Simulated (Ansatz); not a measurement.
**Geometry relaxation of C (part 1 of 2)**

The run: geometry relaxation of C (slab, 4 atoms in the cell). Method and program: DFT PBE+D3(BJ), scalar-relativistic, plane waves, PAW, PAW set soft_1, no spin polarisation (Ansatz 0.2.0).

The structure derives from an entry of the Crystallography Open Database. The input holds or restrains some coordinates. Forces given for the steps count only the free coordinates. Figures and captions count atoms from 1; the log counts them from 0 in places.

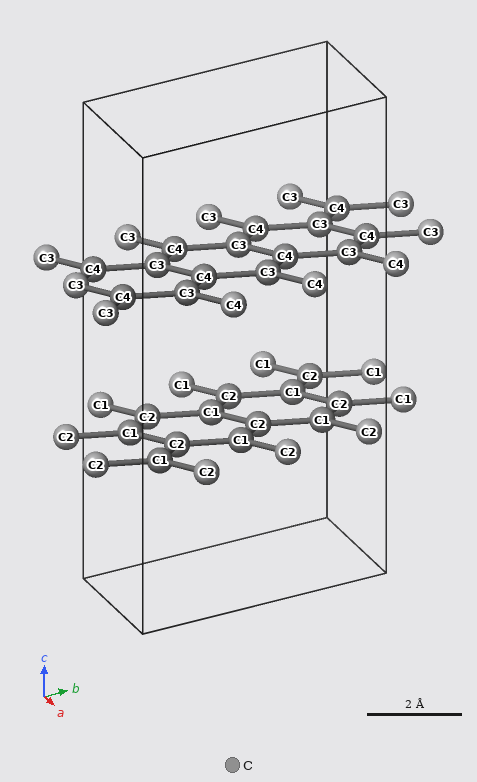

The input geometry (ball-and-stick view of the 2 × 3 repeat of the cell, with the vacuum cut short, seen slightly off an axis; neighbours outside the cell are drawn fainter; atoms are numbered from 1 in the order of the input). An atom can appear more than once, as a periodic image. Near neighbours in the periodic cell (some may lie outside the picture): C has 3 C at 1.42 Å.

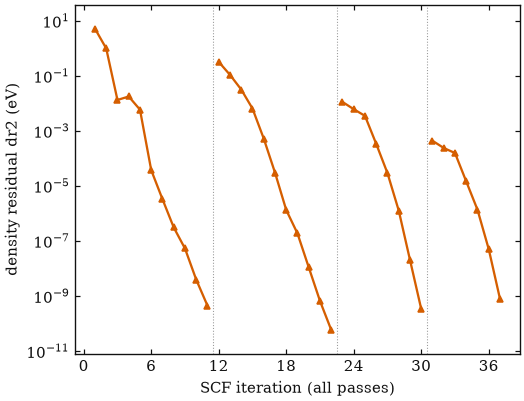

Convergence of the self-consistent field: density residual dr2 against the SCF iteration. The dotted lines part the SCF passes of the relaxation: geometry steps, rejected trials and re-solves on a re-selected basis. The passes take 11, 11, 8 and 7 iterations.

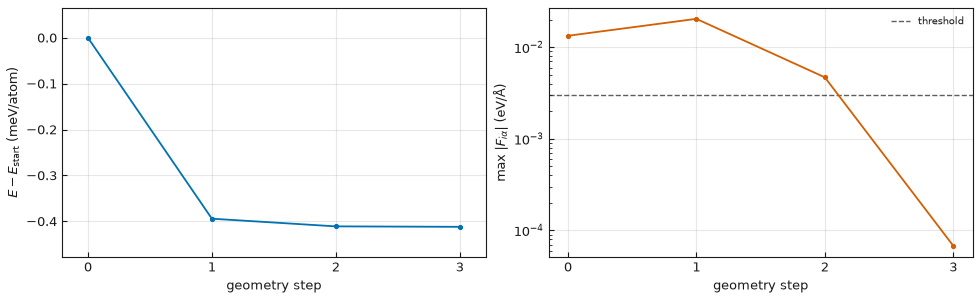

Progress of the restrained relaxation, step by step (the first geometry is step 0 here and step 1 in the log).

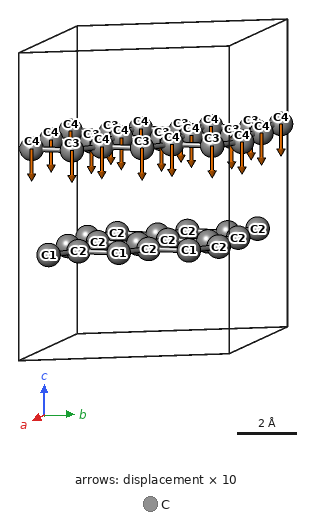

The starting structure with the displacements as orange arrows, magnified 10 times (ball-and-stick view of the 3 × 3 repeat of the cell, with the vacuum cut short, seen slightly off an axis). The largest moves, 0.11 Å, are those of C3 and C4. The lattice vectors keep their values. The energy falls by 0.4 meV per atom in 3 geometry steps. Largest force component: 0.013 eV/Å at the start, under 0.0001 eV/Å at the end. (Atoms are counted from 1 in the order of the input.)

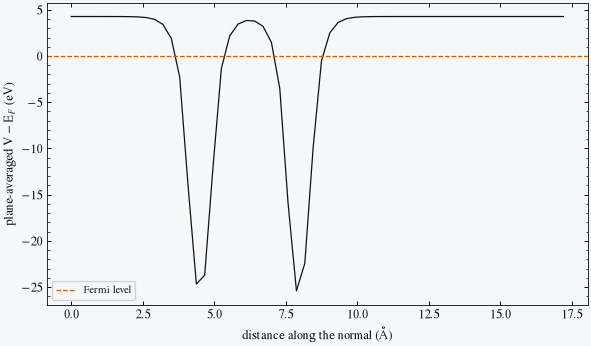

Plane average of the electrostatic potential energy of an electron across the cell, from the Fermi level. The vacuum level lies 4.27 eV above the Fermi level.

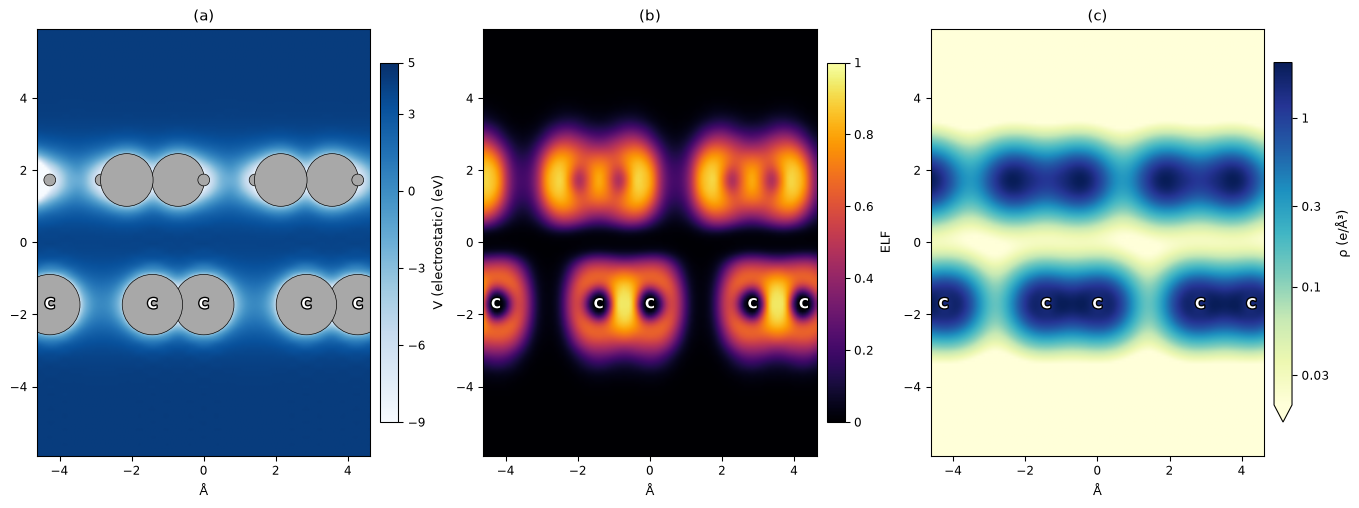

(a) electrostatic potential energy of an electron; (b) electron localisation function; (c) valence electron density on the (110) plane of the calculation cell, a cut from vacuum to vacuum. Grey discs, where drawn, cover atomic cores. The section cuts through C sites. C–C (1.42 Å): ρ at the midpoint is about 2 e/Å³, a local maximum along the line; the ELF peaks at about 0.95 between the atoms, which marks a covalent bond. The density dies away to nearly zero in the vacuum. In a PAW calculation such maps are meaningful between the atoms, not at the nuclei.

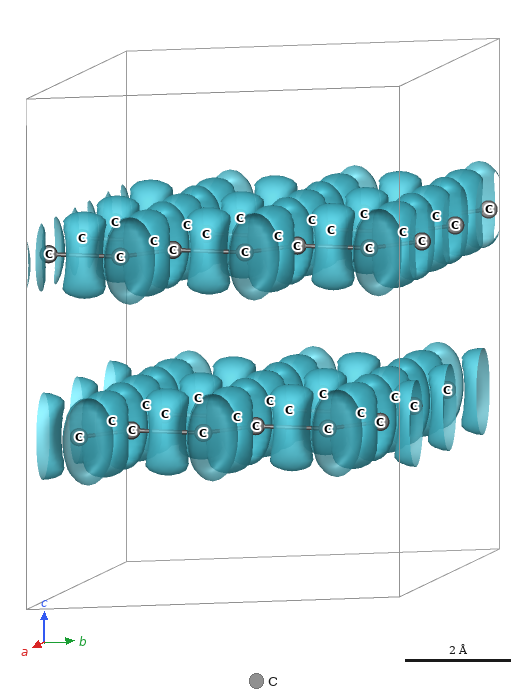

Isosurface of the ELF at 0.7 (cyan), seen slightly off an axis. Core shells and regions of very low density are left out. Sticks mark near contacts. The ELF exceeds this value in six regions between bonded C–C atoms (shared pairs), counted in one cell of 4 atoms. Along the contacts the grid gives the following.

The input and output of the run follow.

**The input**
```yaml
crystal:
  lattice:
    - [2.4656524409, 0.0, 0.0]
    - [-1.2328262205, 2.1353176507, 0.0]
    - [0.0, 0.0, 17.5000663885]
  atoms:
    - { symbol: C, position: [0.6666666667, 0.3333333333, 0.2571429531] }
    - { symbol: C, position: [0.3333333333, 0.6666666667, 0.25714283] }
    - { symbol: C, position: [0.6666666667, 0.6666666667, 0.4611442811] }
    - { symbol: C, position: [0.3333333333, 1.0, 0.4611443433] }
basis:
  ecutwfc: 420
kpoints:
  mp_grid: { grid: [15, 15, 1] }
hamiltonian:
  xc: pbe
  pseudopotentials: { kind: paw, azcp: { folder: soft_1 } }
  dispersion: d3bj
scf:
  occupations: { method: gaussian, width: 0.1 }
output:
  forces: true
  eigenvalues: true
  write_density: true
  write_potential: true
  elf: true
  volumetric_format: npy
relax:
  adjacent_minimum: "off"
  f_tol: 0.003
  max_steps: 20
  constraints: [{ site: 1 }, { sites: [0, 2, 3], fix: xy }]
efield:
  axis: 3
  dipole_correction: true
  ramp_width: 0.04
```

Launch command:
```bash
ansatz run input.yaml --threads 1 --pin off --max-ram 3072MiB --backend cpu --events-out ev --progress --plain --runs-dir out
```

**Log**
```
Warning: the atoms were moved onto the symmetric positions of the space group found under crystal.symmetry.tolerance 1.0e-5 (fractional; no operation is sought that the atoms, as they stand in a round, miss by more than twice it, and no atom is moved by as much as it), and the run uses the moved positions. Before a round's move an operation carried an atom to 2.15e-6 Å from where it should land, the largest such distance. Atom 0 (counting from 0) moved farthest, by 1.08e-6 Å; the longest move in fractions of the cell, of whichever atom, is 6.2e-3 of the tolerance, in 1 round. To run the atoms as typed, lower crystal.symmetry.tolerance until the operations that they miss are no longer found, or set crystal.symmetry.detect: false (a key that needs symmetry detection or time reversal refuses this as the deck is read). The positions used, in the order of the run's atom list: position: [0.6666666667, 0.3333333333499999, 0.25714289155000003]; position: [0.3333333333, 0.66666666665, 0.25714289155000003]; position: [0.6666666667, 0.6666666667, 0.46114431219999996]; position: [0.3333333333, 1.0, 0.46114431219999996]; The lattice was moved too: crystal.lattice keeps the space group found at crystal.symmetry.tolerance 1.0e-5 only nearly: the operation that it misses by the most changes a squared length by the fraction 4.17e-11. The run uses the lattice that is a stretch of the typed one, with no rotation, onto the one that keeps every operation to a double's rounding (on a very oblique basis the stretch itself rounds by more); the deck's lattice vector that moved farthest moved by 2.57e-11 Å. To run the lattice as typed, set crystal.symmetry.detect: false, as for the atoms. crystal.lattice made exact, in Å and degrees: [[2.4656524408777534, 1.2844227415544811e-11, 0.0], [-1.2328262204777531, 2.135317650712844, 0.0], [0.0, 0.0, 17.5000663885]]. Pasted over the deck's crystal.lattice, beside positions in fractional coordinates, it runs the same cell (given as lengths and angles, that cell in the form's own orientation, a rigid turn of the misfit's size from the one run here, for which a checkpoint.post_process_only pass over this run's state can be refused: where this run relaxes nothing, give such a pass this deck's own crystal.lattice, as typed; behind a relaxation, as crystal.lattice, the state's own cell, identity.cell in its checkpoint.json), and a matrix so pasted ends this notice, except on a very skew basis of the lattice, where the rounding of the pasted numbers themselves can read as a misfit: the cell is then moved again, and that move is told again. The lattice as run is in this notice's lattice.as_run_ang field (Run.prep()["deck_notices"] in Python, the deck_notice line of an events file, deck_notices of ansatz run --dry-run=json, or deck_notices in record.json in the deck's checkpoint.write directory).
Warning: crystal.symmetry: narrowed to the stabiliser of the relax constraints — unitary ops 2 → 1; lowered at sites 0, 1 (the operations that carried what is held of a site onto what its image site leaves free; the constrained walk keeps no symmetry that its constraints do not admit)
Engine: ansatz 0.2.0, aarch64-unknown-linux-gnu
Pseudopotentials: kind: paw
Pseudopotential: C, paw, valence charge 4, recommended cutoff 420 eV (normal), [file]
Functional definition: PBE
  parameter kappa = 0.804
  parameter beta = 0.06672455060314922
  exchange = pbe_x(kappa = kappa, mu = beta*pi^2/3)
  correlation = pbe_c(beta = beta)
Crystal: 4 atoms, lattice volume = 92.137 Å³
Basis set: ecut = 420 eV, 1745 PW (Γ), exchange–correlation on 36×36×240 points (8 copies of the dense FFT grid, shifted against one another)
Bands: 12, of which v1, the nominal top of the filled ones, is band 8 counted from 1 (7 counted from 0)
Symmetry: 1 space group operations
k-points: 113 of 225 (time reversal used)
Non-local potential: C, projectors of the file, l = 0: 2, l = 1: 2, l = 2: 1
PAW form: soft (Blöchl's): semilocal exchange-correlation on the pseudo side does not see the compensation charge
PAW one-centre angular grid: C, 110 points (default); XC on 64 Gauss nodes
Initial density: superposition of atomic densities (neutral atoms: chi_scale 0, normalization atom)
Initial wavefunctions: pseudopotential atomic-orbital guess
Functional: x = pbe(κ = 0.804, μ = 0.2195149727645171), c = pbe(β = 0.06672455060314922)
SCF iter   1: F=—  HF=-1006.467023 eV  |F-HF|=—  |Δ(HF+E_count)|=         —  Δρ=7.90e-2  dr2=5.18e0  ethr=3.10e-3  p=0.000 e·Å  D=5.54e-7 V/Å  ΔV_dip=-0.00 eV  dr2_dipole=7.44e-10  V_vac-E_F(+/−)=8.26/8.26 eV  ⟨swp⟩=6.3  Hψ=9319  notcnv=0
efield: sawtooth ramp at fractional position 0.8391 (placed from the atoms, in the widest stretch of the axis that holds none; the zero of the levels goes with the place), width 0.0400; the density the first Hamiltonian is built on has a dipole p = 0.000 e·Å; the dipole correction subtracts the counter field D = 5.54e-7 V/Å, which shifts the + side's vacuum level by -0.00 eV against the − side's; the planar-averaged density in the ramp window peaks in size at 1.1e-6 e/Å³
preconditioner: auto → LDOS  [insulator: Δε(μ)=0.195 eV  Ē_g=16.289 eV  σ=0.100 eV  W_gap=0.83  n_scr=10 (ndim 8)  ℏωp=15.5 eV  f_vac=0.563  D(μ)=0.09/eV (n_scr^D=2)  ε∞_Penn≈1.9  β→1.0]
SCF iter   2: F=—  HF=-1004.672708 eV  |F-HF|=—  |Δ(HF+E_count)|=    1.79e0  Δρ=3.02e-2  dr2=9.92e-1  ethr=3.10e-3  p=-0.001 e·Å  D=-1.41e-3 V/Å  ΔV_dip=0.02 eV  dr2_dipole=1.37e-5  V_vac-E_F(+/−)=2.40/2.38 eV  ⟨swp⟩=4.2  Hψ=4888  notcnv=0
preconditioner: auto → none  [insulator: Δε(μ)=0.300 eV  Ē_g=13.808 eV  σ=0.100 eV  W_gap=0.97  n_scr=10 (ndim 8)  ℏωp=15.5 eV  f_vac=0.599  D(μ)=0.02/eV (n_scr^D=0)  ε∞_Penn≈2.3  β→0.5]
SCF iter   3: F=—  HF=-1004.215568 eV  |F-HF|=—  |Δ(HF+E_count)|=   4.57e-1  Δρ=5.17e-3  dr2=1.33e-2  ethr=3.10e-3  p=0.001 e·Å  D=2.16e-3 V/Å  ΔV_dip=-0.04 eV  dr2_dipole=5.44e-5  V_vac-E_F(+/−)=4.43/4.47 eV  ⟨swp⟩=3.2  Hψ=3751  notcnv=0
SCF iter   4: F=—  HF=-1004.218925 eV  |F-HF|=—  |Δ(HF+E_count)|=   3.36e-3  Δρ=1.98e-3  dr2=1.78e-2  ethr=8.32e-5  p=-0.005 e·Å  D=-9.77e-3 V/Å  ΔV_dip=0.17 eV  dr2_dipole=1.20e-3  V_vac-E_F(+/−)=4.18/4.01 eV  ⟨swp⟩=3.2  Hψ=3528  notcnv=0
SCF iter   5: F=—  HF=-1004.215487 eV  |F-HF|=—  |Δ(HF+E_count)|=   3.44e-3  Δρ=7.63e-4  dr2=5.93e-3  ethr=8.32e-5  p=0.007 e·Å  D=1.42e-2 V/Å  ΔV_dip=-0.25 eV  dr2_dipole=2.43e-3  V_vac-E_F(+/−)=4.11/4.36 eV  ⟨swp⟩=2.7  Hψ=2705  notcnv=0
SCF iter   6: F=—  HF=-1004.214248 eV  |F-HF|=—  |Δ(HF+E_count)|=   1.24e-3  Δρ=2.18e-4  dr2=3.76e-5  ethr=3.71e-5  p=0.000 e·Å  D=2.40e-4 V/Å  ΔV_dip=-0.00 eV  dr2_dipole=2.09e-6  V_vac-E_F(+/−)=4.26/4.26 eV  ⟨swp⟩=1.9  Hψ=1504  notcnv=0
SCF iter   7: F=—  HF=-1004.214270 eV  |F-HF|=—  |Δ(HF+E_count)|=   2.20e-5  Δρ=5.89e-5  dr2=3.31e-6  ethr=2.35e-7  p=-0.000 e·Å  D=-1.63e-4 V/Å  ΔV_dip=0.00 eV  dr2_dipole=4.36e-7  V_vac-E_F(+/−)=4.27/4.26 eV  ⟨swp⟩=2.8  Hψ=3269  notcnv=0
SCF iter   8: F=—  HF=-1004.214271 eV  |F-HF|=—  |Δ(HF+E_count)|=   1.04e-6  Δρ=2.29e-5  dr2=3.12e-7  ethr=2.07e-8  p=0.000 e·Å  D=5.09e-5 V/Å  ΔV_dip=-0.00 eV  dr2_dipole=8.93e-12  V_vac-E_F(+/−)=4.26/4.26 eV  ⟨swp⟩=2.4  Hψ=2120  notcnv=0
iter 9 did not close the SCF: its close was put off until two iterations running show no level that it waits for move by more than its bar (scf_convergence_deferred on its scf_iter line)
SCF iter   9: F=-1004.214271 eV  HF=-1004.214272 eV  |F-HF|=3.23e-8  |Δ(HF+E_count)|=   3.93e-7  Δρ=5.60e-6  dr2=5.36e-8  ethr=1.41e-9  p=0.000 e·Å  D=2.58e-5 V/Å  ΔV_dip=-0.00 eV  dr2_dipole=1.25e-8  V_vac-E_F(+/−)=4.26/4.26 eV  ⟨swp⟩=14.0  Hψ=12883  notcnv=0
iter 10 did not close the SCF: its close was put off until two iterations running show no level that it waits for move by more than its bar (scf_convergence_deferred on its scf_iter line)
SCF iter  10: F=-1004.214272 eV  HF=-1004.214272 eV  |F-HF|=2.62e-9  |Δ(HF+E_count)|=   1.24e-8  Δρ=1.56e-6  dr2=3.95e-9  ethr=3.35e-10  p=0.000 e·Å  D=2.96e-6 V/Å  ΔV_dip=-0.00 eV  dr2_dipole=3.44e-10  V_vac-E_F(+/−)=4.26/4.26 eV  ⟨swp⟩=7.8  Hψ=9727  notcnv=0
SCF iter  11: F=-1004.214272 eV  HF=-1004.214272 eV  |F-HF|=2.54e-10  |Δ(HF+E_count)|=  2.42e-10  Δρ=7.48e-7  dr2=4.48e-10  ethr=2.47e-11  p=0.000 e·Å  D=3.50e-7 V/Å  ΔV_dip=-0.00 eV  dr2_dipole=1.72e-12  V_vac-E_F(+/−)=4.26/4.26 eV  ⟨swp⟩=6.2  Hψ=8200  notcnv=0
SCF 1 converged in 11 iterations: F = -1004.214272 eV  dr2 = 4.48e-10
  greatest PAW one-centre occupation: 0.673 electrons in one spin orbital (limit 2), on the C atom at site 2 (counted from 0), in its partial waves of l = 0
relax step   1: F+E_penalty+E_count = -1004.21427153 eV  Δ(F+E_penalty+E_count) = +0.000e0 eV  max|allowed force component| = 1.335e-2 eV/Å  Δτ_max = 0.0000 Å  (11 SCF iters, dr2 threshold 2.25e-7 eV, accepted)
Initial density: handed on by an earlier stage of this run
Initial wavefunctions: those handed on with the density
iter 1 solved again at ethr=1.97e-3 eV; its pass at ethr=3.10e-3 eV (dr2=3.15e-1 eV) is discarded
```
